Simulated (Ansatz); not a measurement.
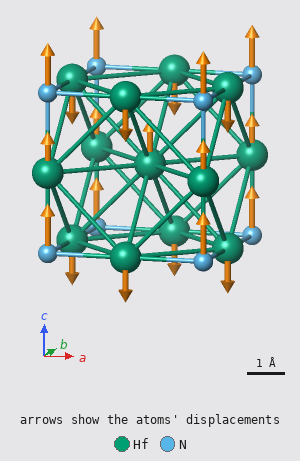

One vibrational mode of a crystal of Hf4N (a generated structure) at the zone centre. The orange arrows are the displacements of the atoms (eigenvector over the root of the mass), of arbitrary overall length and sign. A ball-and-stick model of the cell of the calculation, seen slightly off an axis.

The calculation used DFT PBE, scalar-relativistic, plane waves, PAW (Ansatz 0.2.0).

Input
```yaml
crystal:
  lattice:
    - [4.5152076564, 0.0, 0.0]
    - [0.0, 4.5152076564, 0.0]
    - [0.0, 0.0, 4.5152076564]
  atoms:
    - { symbol: Hf, position: [0.5, 0.0, 0.0] }
    - { symbol: Hf, position: [0.0, 0.5, 0.0] }
    - { symbol: Hf, position: [0.0, 0.0, 0.5] }
    - { symbol: Hf, position: [0.5, 0.5, 0.5] }
    - { symbol: "N", position: [0.0, 0.0, 0.0] }
basis:
  ecutwfc: 420
kpoints:
  mp_grid: { grid: [8, 8, 8] }
hamiltonian:
  xc: pbe
scf:
  occupations: { method: fermi_dirac, width: 0.15 }
output:
  eigenvalues: true
phonons:
  method: dfpt
  eigenvectors: true
```

Launched with:
```bash
ansatz run input.yaml --threads 1 --pin off --max-ram 3072MiB --backend cpu --events-out ev --progress --plain --runs-dir out
```

The frequencies depend somewhat on the k-mesh and the smearing.

Give the symmetry, activity and frequency of this mode.

This is the T₁u mode (triply degenerate; one member of the set is drawn) at 13.8 meV, the lowest optical level, infrared-active by symmetry. All motion is along c; the kinetic energy is shared as Hf 97 %, N 3 %. The crystal is a metal, so free carriers screen the infrared response.
